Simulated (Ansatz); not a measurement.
Input

```
crystal:
  lattice:
    - [2.94369875, 0.0, 0.0]
    - [0.0, 2.73090125, 0.0]
    - [0.0, 0.0, 4.0591]
  atoms:
    - { symbol: Ti, position: [0.0, 0.0, 0.0] }
    - { symbol: Al, position: [0.5, 0.5, 0.5] }
basis:
  ecutwfc: 500
kpoints:
  mp_grid: { grid: [16, 16, 12] }
hamiltonian:
  xc: r2scan
scf:
  occupations: { method: gaussian, width: 0.15 }
output:
  forces: true
  stress: true
  eigenvalues: true
  write_density: true
  write_potential: true
  elf: true
  volumetric_format: npy
```

Launched as:

```sh
ansatz run input.yaml --threads 1 --pin off --max-ram 2560MiB --backend cpu --events-out ev --progress --plain --runs-dir out
```

Below, planes, directions and counts refer to the conventional cell (a = 2.73 Å, b = 2.94 Å, c = 4.06 Å, α = 90.00°, β = 90.00°, γ = 90.00°).

Space group Pmmm; changed on purpose from its base cell (strain +0.0375 x Voigt [1, -1, 0, 0, 0, 0], atoms carried along); computed without spin polarisation.

Computed with DFT r2SCAN, scalar-relativistic, plane waves, PAW (Ansatz).

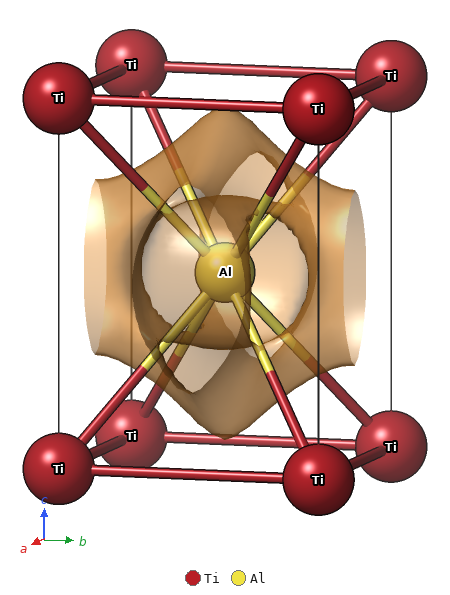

TiAl. Isosurface of the electron localisation function at 0.6 (orange), seen slightly off an axis. Core shells and regions of very low density are left out. Sticks mark near contacts.

In a PAW calculation such maps are meaningful between the atoms, not at the nuclei.

Question: Where are the electrons localised?

Answer: The surface consists of sheets that run through the cell in two directions, counted in one cell of 2 atoms. Regions shared between cells count once.

Values along the shortest contacts:
Al–Al (2.73 Å): the ELF peaks at about 0.75 between the atoms. Ti–Ti (2.73 Å): the ELF is about 0.35 at the midpoint.

Question: Does the calculation make it a metal, or give it a gap?

Answer: It is metallic or semimetallic at this level of theory: no gap opens.
